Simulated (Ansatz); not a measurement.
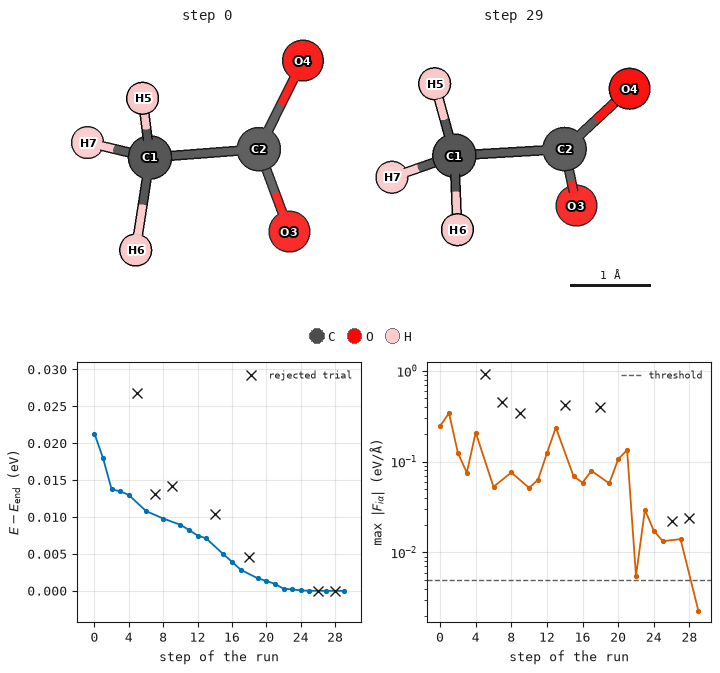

First and last geometry of a constrained relaxation of C2H3O2 (charge −1), with the history of the run. The picture is a ball-and-stick view, seen at a tilt.

Computed with RKS PBE0-D4/def2-TZVPD (Ansatz). Settings: held fixed: the distance between atoms 1 (C) and 6 (H), counting from 1; force threshold 0.005 eV/Å; at most 200 steps.

Q: Read the history and describe the run.

A: It converged. The largest move after the best rigid fit is that of O4, 0.66 Å. By element the largest moves are O 0.66 Å, H 0.47 Å, C 0.06 Å. Among the contacts that change: C1–C2 1.551 → 1.546 Å, C1–H7 1.096 → 1.092 Å. Among the angles between lasting bonds that change: H5–C1–H6 110.5° → 105.9°, C2–C1–H7 108.4° → 112.5°, H5–C1–H7 108.0° → 111.8°. Groups turn about C1–C2 by about 55°. After 22 accepted moves (29 points after the start) the energy has fallen by 0.021 eV. The largest force component goes from 0.25 to 0.0023 eV/Å. The line search rejected the trial steps at points 5, 7, 9, 14, 18, 26, 28 of the run.
